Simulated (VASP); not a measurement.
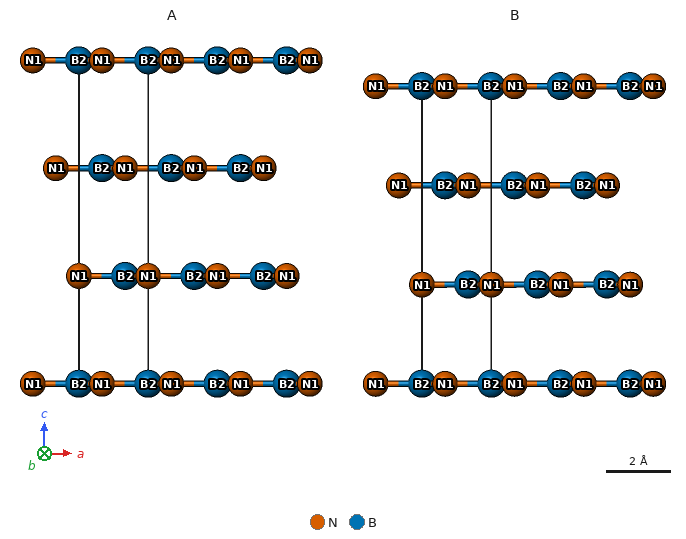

Two geometries of solid BN (set up in R3m), drawn at one scale. One is the start of a relaxation, the other its converged end. The picture is a ball-and-stick view of the conventional cell (3 times the calculation's cell), repeated 3 × 1 × 1 with one cell outlined, seen along the b axis. Lengths and directions refer to the drawn axes.

These are results of VASP 6.6.1, Kohn-Sham DFT of a periodic cell, revPBE with D3(BJ), VASP PAW PBE potentials, recommended, not measurements. Set-up: plane-wave cutoff 600 eV; k-point mesh 12 × 12 × 12; occupations fermi-dirac; smearing width 0.05 eV; no spin polarisation.

> Which one is relaxed?

Structure B is the relaxed one. The run lets cell and atoms move. The energy falls by 7.0 meV per atom in 9 geometry steps. The largest force component goes from 0.0043 to 0.00077 eV/Å. The pressure goes from 1.16 to 0.03 GPa. The atoms keep their places relative to the cell (all moves are under 0.005 Å). The drawn cell changes as follows: a = b 2.502 → 2.508 Å (+0.2 %), c 10.119 → 9.312 Å (−8.0 %); the volume changes by −7.6 %. The space group stays R3m (No. 160). It ran on 1 thread of AMD EPYC 7R43 64-Core Processor (Zen 3) (shared host).
